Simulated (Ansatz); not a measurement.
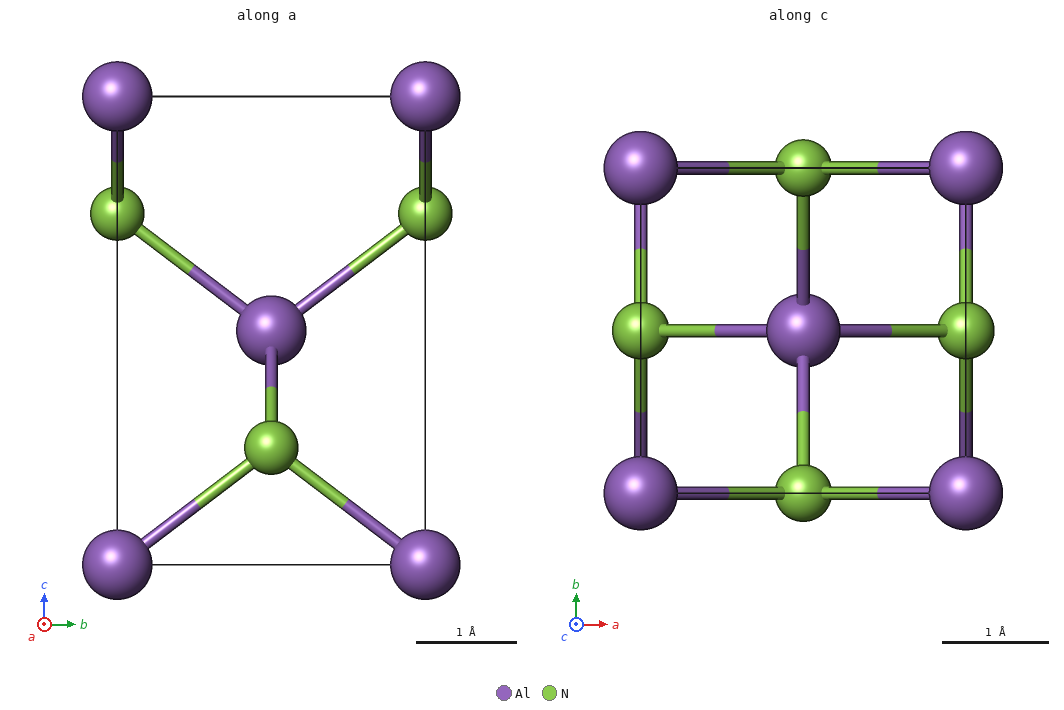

The figure gives a ball-and-stick picture of the atoms, viewed along the a axis and along the c axis. The frame is the conventional unit cell; atoms at its boundary are shown with their periodic copies.

AlN, space group I-4m2 (No. 119), a = 3.09 Å, b = 3.09 Å, c = 4.70 Å, α = 90.00°, β = 90.00°, γ = 90.00°.

Results below were computed with Ansatz, DFT r2SCAN, scalar-relativistic, plane waves, PAW; the settings were E_cut = 500 eV, k-points about 0.24 Å⁻¹ apart, Gaussian smearing of 0.05 eV, no spin polarisation.

### What is the electronic character?

An insulator at this level, with a gap of 3.65 eV on the k-mesh (the true edges may lie between mesh points, so the gap can be somewhat smaller).

### State the hydrostatic pressure.

The computed pressure is -13.3 GPa (stretched: it would shrink). The stress isn't hydrostatic: its largest component is 22.1 GPa.

The initial geometry was a structure listed in the Materials Project. The cell was then strained or its atoms displaced on purpose. A calculation with Ansatz used it as input.

At this level of theory the run's own cell isn't at rest (stretched, at -13 GPa), so its distances can differ from those at equilibrium, the more so the softer the solid.
